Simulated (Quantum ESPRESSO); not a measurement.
**Energy of P along an even scaling of the cell**

System: P (Cmce, 4 atoms in the cell).
Method: Kohn-Sham DFT of a periodic cell, PBE, SSSP 1.3 efficiency PBE, no spin polarisation (Quantum ESPRESSO 7.5).

The 7 runs differ only in the geometry, by an even scaling of the cell at fixed fractional positions. The structure derives from a Materials Project entry.

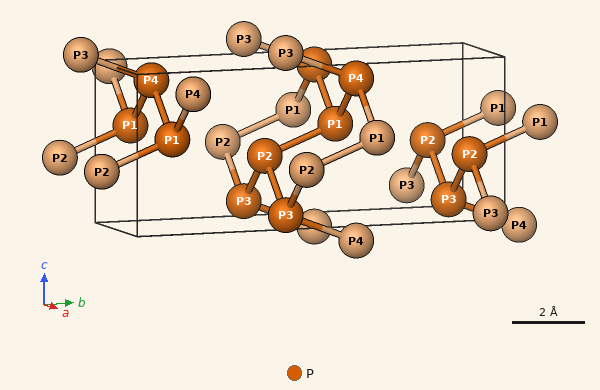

Figure 1. The structure of run 4 (ball-and-stick view of the cell 2 times as large as that of the calculation, set on its symmetry axes, seen slightly off an axis; neighbours outside the cell are drawn fainter; atoms are numbered from 1 in the order of the input).

## Input of run 4
```
&CONTROL
  calculation = 'scf'
  prefix = 'pwscf'
  outdir = './tmp'
  pseudo_dir = './pseudo'
  tprnfor = .true.
  tstress = .true.
  disk_io = 'nowf'
/
&SYSTEM
  ibrav = 0
  nat = 4
  ntyp = 1
  ecutwfc = 55
  ecutrho = 440
  nbnd = 16
  occupations = 'smearing'
  smearing = 'fd'
  degauss = 0.00367493
/
&ELECTRONS
  conv_thr = 8d-10
  electron_maxstep = 120
  mixing_beta = 0.5
/
ATOMIC_SPECIES
P     30.9738 P.pbe-n-rrkjus_psl.1.0.0.UPF
CELL_PARAMETERS angstrom
   1.6477431241   -5.4650377251    0.0000000000
   1.6477431241    5.4650377251    0.0000000000
   0.0000000000    0.0000000000    4.5436355900
ATOMIC_POSITIONS crystal
P      0.9041431300    0.0958568700    0.5888151700
P      0.0958568700    0.9041431300    0.4111848300
P      0.5958568700    0.4041431300    0.0888151700
P      0.4041431300    0.5958568700    0.9111848300
K_POINTS automatic
8 8 6 0 0 0
```

Command:
```bash
OMP_NUM_THREADS=1 pw.x -in pw.in > pw.out
```

Run 3 differs from it as follows:
```diff
-   1.6477431241   -5.4650377251    0.0000000000
-   1.6477431241    5.4650377251    0.0000000000
-   0.0000000000    0.0000000000    4.5436355900
+   1.6366841122   -5.4283585144    0.0000000000
+   1.6366841122    5.4283585144    0.0000000000
+   0.0000000000    0.0000000000    4.5131404726
```

## Results, with one run withheld

| run | volume per atom (Å³) | free energy per atom, from the lowest run given (meV) | pressure (GPa) | gap on the mesh (eV) |
| --- | --- | --- | --- | --- |
| 1 | 19.230 | 39.77 | 7.65 | 0.02 |
| 2 | 19.639 | 22.88 | 5.60 | 0.04 |
| 3 | 20.049 | ? | ? | ? |
| 4 | 20.458 | 3.47 | 2.11 | 0.10 |
| 5 | 20.867 | 0.00 | 0.62 | 0.13 |
| 6 | 21.276 | 0.15 | −0.72 | 0.17 |
| 7 | 21.685 | 3.55 | −1.93 | 0.21 |

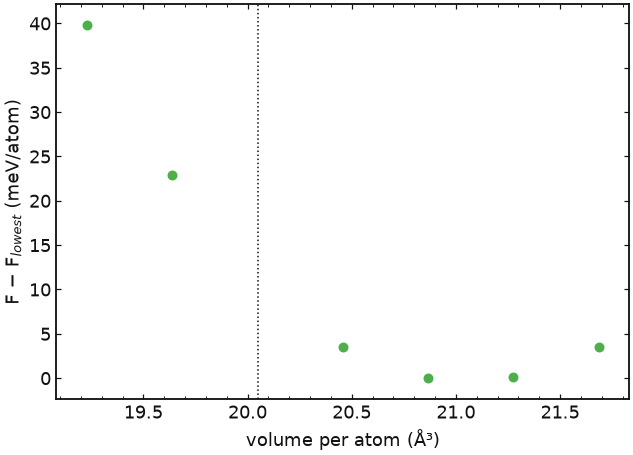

Figure 2. Free energy per atom of the runs given; the dotted line marks run 3.

What should run 3 give?

A cubic polynomial in V^(−2/3) (the Birch–Murnaghan form), fitted to the 6 runs given, misses them by at most 0.01 meV per atom. With x = V^(−2/3) − 0.13353 Å⁻², it reads F = 3.0013 + 2836.7 x + 6.0171e+05 x² + 8.7252e+05 x³ (meV per atom). At run 3 it gives 10.93 meV per atom, and the run itself gives 10.94. The slope of the fit gives a pressure −dF/dV of 3.77 GPa there, and the run prints 3.77 GPa. The fit has its minimum at 21.052 Å³ per atom, where V d²F/dV² gives 69.3 GPa. Cell shape and fractional positions are held, so this is the stiffness under even scaling; the relaxed bulk modulus wasn't computed. The gap on the mesh goes, without turning, from 0.02 eV in run 1 to 0.21 eV in run 7; run 3 has 0.06 eV. These are gaps of this functional on this mesh, which can miss the band edges; they aren't the measured gap.

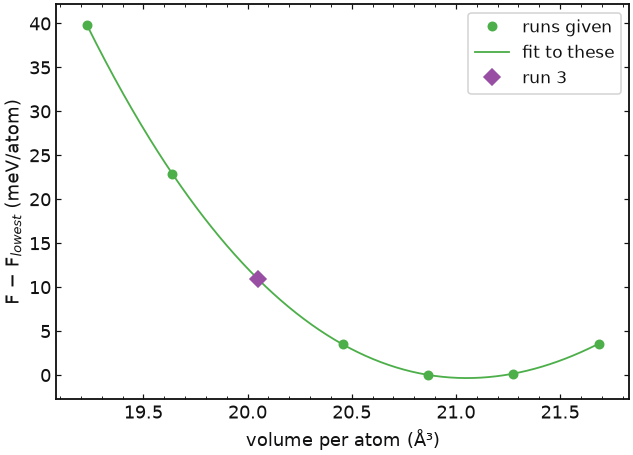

Figure 3. The fit and the withheld run.

## Some lines of the output (run 3)
```
[...]
     unit-cell volume          =     541.1764 (a.u.)^3
     number of k points=    84  Fermi-Dirac smearing, width (Ry)=  0.0037
     total energy              =     -56.17293265 Ry
     total energy              =     -56.17268964 Ry
     total energy              =     -56.17319625 Ry
     total energy              =     -56.17328039 Ry
     total energy              =     -56.17328261 Ry
     total energy              =     -56.17328274 Ry
     total energy              =     -56.17328275 Ry
     the Fermi energy is     7.1196 ev
!    total energy              =     -56.17328276 Ry
     The total energy is F=E-TS. E is the sum of the following terms:
     Computing stress (Cartesian axis) and pressure
          total   stress  (Ry/bohr**3)                   (kbar)     P=       37.66
```
